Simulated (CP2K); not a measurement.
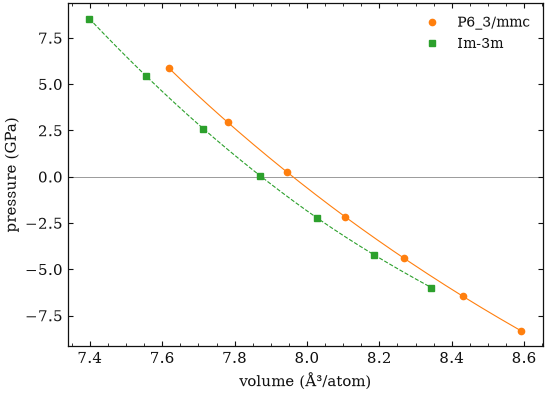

Plotted: pressure against volume, with one curve for each structure, for Be.

Method: DFT in Gaussian orbitals with a plane-wave density, no spin polarisation; energies at scaled volumes of the given cell, shape and fractions fixed, counted from the fit's minimum, third-order Birch-Murnaghan fit (CP2K 2026.2). Level: PBE.

```csv
setting,value
occupations,Fermi–Dirac
smearing width,0.05 eV
potentials,GTH PBE with UZH TZVP basis
density cutoff,11560 eV
```

Settings that differ: P6_3/mmc: k mesh 13×13×8; Im-3m: k mesh 15×15×15.

### Order the curves by fitted equilibrium volume, smallest first.

Im-3m 7.874, P6_3/mmc 7.961 Å³/atom.

### Order the curves by fitted bulk modulus, smallest first.

Im-3m 119.2, P6_3/mmc 124.0 GPa.

Note: shape and atomic fractions are frozen while scaling, which makes layered, chain and framework solids too stiff.

The computed values:

P6_3/mmc:
```tsv
volume (Å³/atom)	pressure (GPa)
7.6192	5.85
7.7813	2.93
7.9434	0.27
8.1055	-2.17
8.2676	-4.40
8.4297	-6.45
8.5918	-8.33
```

Im-3m:
```tsv
volume (Å³/atom)	pressure (GPa)
7.3989	8.53
7.5563	5.42
7.7137	2.59
7.8712	0.04
8.0286	-2.24
8.1860	-4.23
8.3434	-5.99
```
